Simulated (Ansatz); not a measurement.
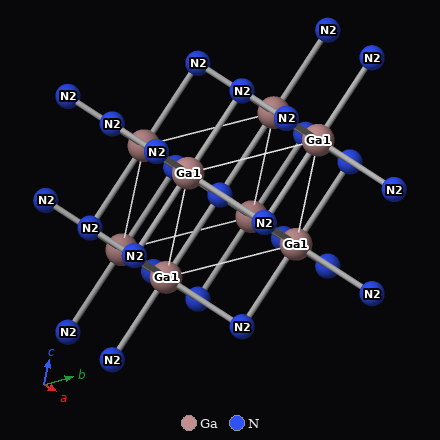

The system is GaN (Fm-3m, No. 225; 2 atoms in the cell); the picture shows the reference structure. The cell is strained homogeneously, by one strain along x and y and another along z, with fractional coordinates fixed (x, y and z along the cube axes). Coordinates scanned: (1) strain along x and y; (2) strain along z. The scan uses a 5 × 5 grid. At 1 point there is no value. Energies: meV/atom, counted from the lowest grid point. The reference cell is the one listed in the database, not relaxed at this level. Theory: DFT PBE, scalar-relativistic, plane waves, PAW (Ansatz 0.2.0). Settings: cutoff 420 eV, k-mesh 14×14×14, gaussian smearing 0.05 eV, no spin polarisation.

Its coordinates:

```
CELL_PARAMETERS angstrom
0.00000 2.13524 2.13524
2.13524 0.00000 2.13524
2.13524 2.13524 0.00000
ATOMIC_POSITIONS crystal
Ga 0.00000 0.00000 0.00000
N 0.50000 0.50000 0.50000
```

Range: strain along x and y from −3.0 to 3.0 %; strain along z from −3.0 to 3.0 %.

### Predict the map.

The lowest grid point is at strain along x and y = 0.0 %, strain along z = 0.0 %. No other kind of well shows on this grid. The highest grid point, strain along x and y = −3.0 %, strain along z = −3.0 %, lies 55.4 meV/atom above the lowest. Round the minimum the valley is strongly tilted: raising strain along x and y shifts the best value of strain along z downwards (coupling k₁₂/√(k₁₁k₂₂) about 0.6).

```
strain along z ↓, strain along x and y →  −3.0  −1.5  0.0   1.5   3.0
                                     3.0  19.3   6.2  8.2  22.7  47.6
                                     1.5  21.5   4.3  2.3     –  34.2
                                     0.0  27.7   6.2  0.0   6.7  24.0
                                    −1.5  38.7  12.6  2.0   4.3  17.5
                                    −3.0  55.4  24.5  9.0   6.8  15.5
```

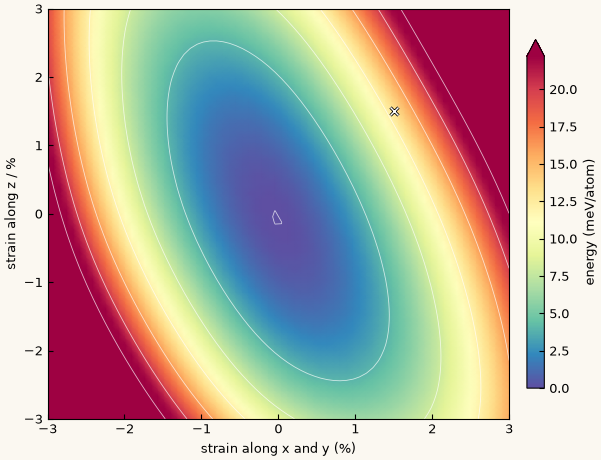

Drawn: a smooth colour map with a few white contour lines, crosses at grid points without a value, one colour for all values above the top of the scale. Between grid points the surface is interpolated.
